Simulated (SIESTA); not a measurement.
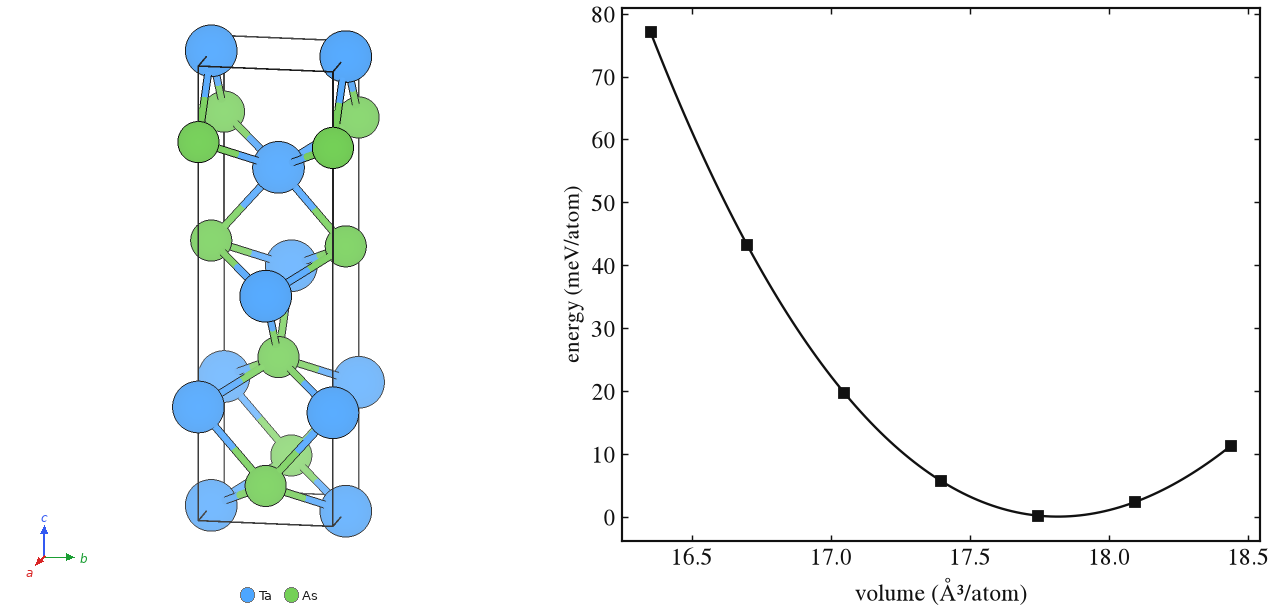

Caption: Energy against volume for TaAs, space group I4_1md (No. 109). The conventional cell is drawn beside the plot.

A third-order Birch–Murnaghan fit gives V0 = 17.82 Å³/atom, B0 = 176 GPa and B′ = 4.3. The energy is 77.08 meV/atom at volume 16.35 Å³/atom and 11.33 meV/atom at 18.44 Å³/atom; the lowest computed point is at volume 17.74 Å³/atom (0.16 meV/atom), in a single well.

Method: DFT in numerical atomic orbitals with pseudopotentials, no spin polarisation; energies at scaled volumes of the given cell, shape and fractions fixed, counted from the fit's minimum, third-order Birch-Murnaghan fit (SIESTA 5.4.2). Level: PBE.

```
         setting                                                                     value
          k mesh                                                                  11×11×11
     occupations                                                               Fermi–Dirac
  smearing width                                                                   0.05 eV
      potentials  PseudoDojo 0.4 standard, converted to PSML, two zetas on semicore shells
program settings                                             basis DZP, mesh cutoff 800 Ry
```

Cell as given: a = 6.353 Å, b = 6.353 Å, c = 6.353 Å, α = 148.55°, β = 148.55°, γ = 45.07°; 4 atoms.

Limits of the calculation: mulliken charges of long orbitals; short basis over semicore shells; shape and atomic fractions are frozen while scaling, which makes layered, chain and framework solids too stiff.
